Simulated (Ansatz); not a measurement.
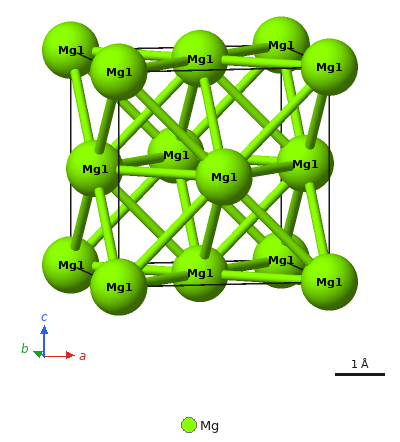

Figure 1. The structure of run 1 (ball-and-stick view of the cell 4 times as large as that of the calculation, set on its symmetry axes, seen slightly off an axis; atoms are numbered from 1 in the order of the input). An atom can appear more than once, as a periodic image. Near neighbours in the periodic cell (some may lie outside the picture): Mg has 12 Mg at 3.13 Å.

# From Mg to Al

System: Mg (Fm-3m, 1 atom in the cell).
Method of run 1: DFT r2SCAN, scalar-relativistic, plane waves, PAW, no spin polarisation (Ansatz 0.2.0).
System of run 2: Al (Fm-3m, 1 atom in the cell).

On run 1: The structure was made by swapping elements on the sites of another compound; it need not be a known phase. On run 2: The structure derives from a Materials Project entry. Text and figures count atoms from 1; the logs count them from 0 in places.

## The input, run 1
```yaml
crystal:
  lattice:
    - [0.0, 2.2122725257, 2.2122725257]
    - [2.2122725257, 0.0, 2.2122725257]
    - [2.2122725257, 2.2122725257, 0.0]
  atoms:
    - { symbol: Mg, position: [0.0, 0.0, 0.0] }
basis:
  ecutwfc: 500
kpoints:
  mp_grid: { grid: [16, 16, 16] }
hamiltonian:
  xc: r2scan
scf:
  occupations: { method: gaussian, width: 0.1 }
output:
  forces: true
  stress: true
  eigenvalues: true
relax:
  adjacent_minimum: "off"
  f_tol: 0.01
  max_steps: 60
  cell: { stress_tol: 0.1 }
```

Launched with:
```bash
ansatz run input.yaml --threads 1 --pin off --max-ram 2560MiB --backend cpu --events-out ev --progress --plain --runs-dir out
```

Hardware: 1 thread of AMD EPYC (Zen 3), 32 GiB of memory available, shared host.

## Output, shortened to warnings, some set-up lines, iterations and results (run 1)
```
Basis set: ecut = 500 eV, 537 PW (Γ), exchange–correlation on 96×96×96 points (64 copies of the dense FFT grid, shifted against one another)
Symmetry: 48 space group operations
k-points: 145 of 4096
Initial density: superposition of atomic densities (neutral atoms: chi_scale 0, normalization atom), corrected by the library's trained network
[...]
SCF iter   1: F=—  HF=-1926.376297 eV  |F-HF|=—  |Δ(HF+E_count)|=         —  Δρ=7.44e-3  dr2=3.86e-3  dr2_τ=3.74e-4  ethr=1.77e-3  ⟨swp⟩=5.7  Hψ=9403  notcnv=0
SCF iter   2: F=—  HF=-1926.380751 eV  |F-HF|=—  |Δ(HF+E_count)|=   4.45e-3  Δρ=2.50e-3  dr2=7.07e-4  dr2_τ=1.97e-5  ethr=3.86e-5  ⟨swp⟩=2.0  Hψ=3765  notcnv=0  defer=5
SCF iter   3: F=—  HF=-1926.380932 eV  |F-HF|=—  |Δ(HF+E_count)|=   1.82e-4  Δρ=4.28e-4  dr2=3.33e-5  dr2_τ=8.70e-7  ethr=7.07e-6  ⟨swp⟩=2.3  Hψ=2027  notcnv=0  defer=5
SCF iter   4: F=—  HF=-1926.380944 eV  |F-HF|=—  |Δ(HF+E_count)|=   1.15e-5  Δρ=3.34e-5  dr2=1.88e-7  dr2_τ=5.15e-9  ethr=3.33e-7  ⟨swp⟩=1.2  Hψ=1482  notcnv=0  defer=5
SCF iter   5: F=-1926.380944 eV  HF=-1926.380944 eV  |F-HF|=4.17e-10  |Δ(HF+E_count)|=   2.11e-7  Δρ=3.01e-6  dr2=1.47e-9  dr2_τ=2.14e-10  ethr=1.88e-9  ⟨swp⟩=2.2  Hψ=1952  …
[... 15 lines ...]
SCF iter   2: F=—  HF=-1926.387587 eV  |F-HF|=—  |Δ(HF+E_count)|=   2.47e-7  Δρ=1.68e-5  dr2=1.25e-8  dr2_τ=2.98e-9  ethr=5.41e-10  ⟨swp⟩=2.0  Hψ=2031  notcnv=0
SCF iter   3: F=—  HF=-1926.387587 eV  |F-HF|=—  |Δ(HF+E_count)|=   4.08e-8  Δρ=1.91e-6  dr2=1.64e-10  dr2_τ=6.23e-11  ethr=1.25e-10  ⟨swp⟩=2.1  Hψ=2032  notcnv=0
SCF iter   4: F=-1926.387587 eV  HF=-1926.387587 eV  |F-HF|=5.00e-12  |Δ(HF+E_count)|=  8.50e-10  Δρ=1.45e-7  dr2=1.39e-12  dr2_τ=9.44e-13  ethr=1.00e-12  ⟨swp⟩=4.6  Hψ=4800  …
SCF 4 converged in 4 iterations: F = -1926.387587 eV  dr2 = 1.39e-12
relax step   4: F+E_penalty+E_count = -1926.38758742 eV  Δ(F+E_penalty+E_count) = -1.885e-4 eV  max|allowed force component| = 0.000e0 eV/Å  Δτ_max = 0.0000 Å  P = +0.014 GPa …
basis re-selected at this cell: Δ(F+E_penalty+E_count) = -1.885e-4 eV, ΔP = -0.004 GPa vs the last step (what re-selecting the basis moved, of the pressure what is left beyond the Pulay correction that the steps carried, after the strain that the cell walked since its last selection, with what the …
SCF converged after 4 iterations
Free energy (F): -1926.387587 eV
Harris-Foulkes:  -1926.387587 eV  (|F-HF|=5.00e-12)
Internal energy: -1926.384617 eV  (E = F + TS)
E sigma→0 (E₀):  -1926.386102 eV
Entropy (-TS):   -0.002970 eV (-2.970 meV/atom)
Fermi energy:    5.726134 eV
--- Per-component energies (eV) ---
  E_band       = -370.792525
  E_kinetic    = 74.354125
  E_local      = -1617.686992  (includes V_loc(G=0)·N_el)
  E_nonlocal   = 95.909413
  E_hartree    = 577.921613
  E_xc         = -26.396107
  E_vxc        = -38.332749  (∫ρ·V_xc dr)
  E_paw        = -296.278594  (= ΣΔE_a)
  E_vpaw       = -43.386901  (= ΣTr[D̂ρ^β])
  E_aug_tail   = -0.000001  (compensation charges beyond the density's cutoff)
  E_vtau       = 2.507323  (kinetic-family band-sum trace: ∫τ·v_τ [+ j·A + Jᵃ·Aᵃ] dr)
  E_ewald      = -734.181867
  E_core_change = -0.026208  (= ΣΔE_core)
  E_smearing   = -0.002970  (= −TS)
  E_closure    = -0.000000  (closes the sum)
  Σ components = -1926.387587   (vs F -1926.387587, Δ=0.00e0)
--- Forces (eV/Å), atoms counted from 1 ---
  atom   1  Mg     0.00000000     0.00000000    -0.00000000
  max |Σ_I F_I| component: 1.69e-32 eV/Å
--- Stress (GPa, compression-positive) ---
        0.014001       0.000000       0.000000
        0.000000       0.014001       0.000000
        0.000000       0.000000       0.014001
  P = ⅓ Tr σ = 0.0140 GPa (0.140 kbar)
--- Relaxed structure (3 steps of the walk, 3 accepted, 1 SCFs on fresh bases) ---
  F+E_penalty+E_count = -1926.38758742 eV   max|allowed force component| = 0.000e0 eV/Å   (the final SCF, on the basis selected at the relaxed cell)
  cell:  # Å, volume = 22.7234 Å³
    - [1.1249626066377296e-33, 2.248093811634686, 2.248093811634686]
    - [2.248093811634686, -3.9011442126856817e-35, 2.248093811634686]
    - [2.248093811634686, 2.248093811634686, 2.706916392475782e-34]
  atoms:
    - { symbol: Mg, position: [0.0, 0.0, 0.0] }
```

The input of run 2 differs as follows (lines with − go, lines with + come):
```diff
-    - [0.0, 2.2122725257, 2.2122725257]
-    - [2.2122725257, 0.0, 2.2122725257]
-    - [2.2122725257, 2.2122725257, 0.0]
+    - [0.0, 2.0194648466, 2.0194648466]
+    - [2.0194648466, 0.0, 2.0194648466]
+    - [2.0194648466, 2.0194648466, 0.0]
-    - { symbol: Mg, position: [0.0, 0.0, 0.0] }
+    - { symbol: Al, position: [0.0, 0.0, 0.0] }
-  mp_grid: { grid: [16, 16, 16] }
+  mp_grid: { grid: [18, 18, 18] }
+  write_density: true
+  write_potential: true
+  elf: true
+  volumetric_format: npy
-  f_tol: 0.01
-  max_steps: 60
-  cell: { stress_tol: 0.1 }
+  f_tol: 0.005
+  max_steps: 80
+  cell: { stress_tol: 0.05 }
```

What does this change do to the results?

The total energies belong to different systems, so their difference says nothing on which is more stable or more accurate. The volume per atom goes from 22.72 to 15.91 Å³. The SCF takes 18 iterations over all geometry steps against 17. The irreducible k-points go from 145 to 195.

## Output, shortened to warnings, some set-up lines, iterations and results (run 2)
```
Basis set: ecut = 500 eV, 411 PW (Γ), exchange–correlation on 96×96×96 points (64 copies of the dense FFT grid, shifted against one another)
Symmetry: 48 space group operations
k-points: 195 of 5832
Initial density: superposition of atomic densities (neutral atoms: chi_scale 0, normalization atom), corrected by the library's trained network
[...]
SCF iter   1: F=—  HF=-540.396084 eV  |F-HF|=—  |Δ(HF+E_count)|=         —  Δρ=3.47e-3  dr2=2.23e-3  dr2_τ=4.31e-3  ethr=1.77e-3  ⟨swp⟩=4.8  Hψ=10118  notcnv=0
SCF iter   2: F=—  HF=-540.403979 eV  |F-HF|=—  |Δ(HF+E_count)|=   7.90e-3  Δρ=2.34e-3  dr2=1.01e-3  dr2_τ=2.73e-6  ethr=7.45e-5  ⟨swp⟩=2.0  Hψ=3804  notcnv=0  defer=93
SCF iter   3: F=—  HF=-540.403921 eV  |F-HF|=—  |Δ(HF+E_count)|=   5.87e-5  Δρ=1.06e-3  dr2=1.98e-4  dr2_τ=6.28e-7  ethr=3.36e-5  ⟨swp⟩=1.0  Hψ=1076  notcnv=0  defer=93
SCF iter   4: F=—  HF=-540.403912 eV  |F-HF|=—  |Δ(HF+E_count)|=   8.34e-6  Δρ=3.43e-4  dr2=1.97e-5  dr2_τ=2.69e-8  ethr=6.59e-6  ⟨swp⟩=1.0  Hψ=1076  notcnv=0  defer=93
SCF iter   5: F=—  HF=-540.403913 eV  |F-HF|=—  |Δ(HF+E_count)|=   4.76e-7  Δρ=6.37e-5  dr2=6.67e-7  dr2_τ=7.64e-10  ethr=6.57e-7  ⟨swp⟩=1.0  Hψ=1076  notcnv=0  defer=93
[... 16 lines ...]
SCF iter   2: F=—  HF=-540.409356 eV  |F-HF|=—  |Δ(HF+E_count)|=   2.01e-8  Δρ=1.21e-5  dr2=1.91e-8  dr2_τ=3.28e-11  ethr=2.63e-9  ⟨swp⟩=1.0  Hψ=1171  notcnv=0
SCF iter   3: F=—  HF=-540.409356 eV  |F-HF|=—  |Δ(HF+E_count)|=   4.49e-9  Δρ=2.96e-7  dr2=1.02e-11  dr2_τ=9.78e-13  ethr=1.00e-12  ⟨swp⟩=5.1  Hψ=5078  notcnv=0
SCF iter   4: F=-540.409356 eV  HF=-540.409356 eV  |F-HF|=1.36e-12  |Δ(HF+E_count)|=  4.01e-11  Δρ=5.10e-8  dr2=2.80e-13  dr2_τ=8.39e-15  ethr=1.00e-12  ⟨swp⟩=4.3  Hψ=2732  …
SCF 4 converged in 4 iterations: F = -540.409356 eV  dr2 = 2.80e-13
relax step   4: F+E_penalty+E_count = -540.40935638 eV  Δ(F+E_penalty+E_count) = +1.432e-5 eV  max|allowed force component| = 0.000e0 eV/Å  Δτ_max = 0.0000 Å  P = -0.047 GPa  …
basis re-selected at this cell: Δ(F+E_penalty+E_count) = +1.432e-5 eV, ΔP = +0.001 GPa vs the last step (what re-selecting the basis moved, of the pressure what is left beyond the Pulay correction that the steps carried, after the strain that the cell walked since its last selection, with what the …
SCF converged after 4 iterations
Free energy (F): -540.409356 eV
Harris-Foulkes:  -540.409356 eV  (|F-HF|=1.36e-12)
Internal energy: -540.406813 eV  (E = F + TS)
E sigma→0 (E₀):  -540.408085 eV
Entropy (-TS):   -0.002543 eV (-2.543 meV/atom)
Fermi energy:    8.359650 eV
--- Per-component energies (eV) ---
  E_band       = 10.614973
  E_kinetic    = 23.550962
  E_local      = 10.824407  (includes V_loc(G=0)·N_el)
  E_nonlocal   = 9.598179
  E_hartree    = 0.126671
  E_xc         = -36.919182
  E_vxc        = -31.423848  (∫ρ·V_xc dr)
  E_paw        = -473.118623  (= ΣΔE_a)
  E_vpaw       = -3.413978  (= ΣTr[D̂ρ^β])
  E_aug_tail   = -0.000001  (compensation charges beyond the density's cutoff)
  E_vtau       = 1.225910  (kinetic-family band-sum trace: ∫τ·v_τ [+ j·A + Jᵃ·Aᵃ] dr)
  E_ewald      = -74.409117
  E_core_change = -0.060108  (= ΣΔE_core)
  E_smearing   = -0.002543  (= −TS)
  E_closure    = 0.000000  (closes the sum)
  Σ components = -540.409356   (vs F -540.409356, Δ=0.00e0)
--- Forces (eV/Å), atoms counted from 1 ---
  atom   1  Al     0.00000000    -0.00000000     0.00000000
  max |Σ_I F_I| component: 7.70e-34 eV/Å
--- Stress (GPa, compression-positive) ---
       -0.046500       0.000000       0.000000
        0.000000      -0.046500       0.000000
        0.000000       0.000000      -0.046500
  P = ⅓ Tr σ = -0.0465 GPa (-0.465 kbar)
--- Relaxed structure (3 steps of the walk, 3 accepted, 1 SCFs on fresh bases) ---
  F+E_penalty+E_count = -540.40935638 eV   max|allowed force component| = 0.000e0 eV/Å   (the final SCF, on the basis selected at the relaxed cell)
  cell:  # Å, volume = 15.9123 Å³
    - [1.7324264911845e-33, 1.9963396845348311, 1.9963396845348311]
    - [1.9963396845348311, 2.0381488131582354e-34, 1.9963396845348311]
    - [1.9963396845348311, 1.9963396845348311, 2.955315779079442e-33]
  atoms:
    - { symbol: Al, position: [0.0, 0.0, 0.0] }
```

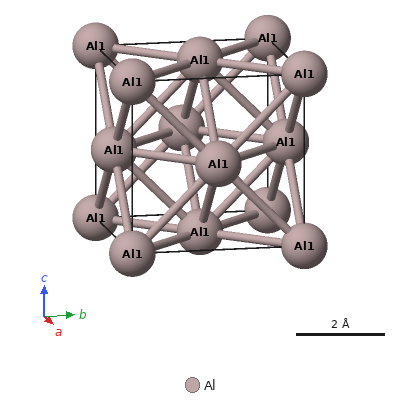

Figure 2. The input structure of run 2 (ball-and-stick view of the cell 4 times as large as that of the calculation, set on its symmetry axes, seen slightly off an axis; atoms are numbered from 1 in the order of the input). An atom can appear more than once, as a periodic image.

## The two runs side by side

```csv
quantity,run 1,run 2
outcome,converged,converged
free energy per atom (eV),−1926.3876,−540.4094
"energy per atom, smearing taken to zero (eV)",−1926.3861,−540.4081
gap on the mesh (eV),0.00,0.00
pressure (GPa),0.01,−0.05
volume per atom (Å³),22.72,15.91
largest force (eV/Å),0.000,0.000
SCF iterations,17,18
irreducible k-points,145,195
wall time (shared host),10 s,11 s
```
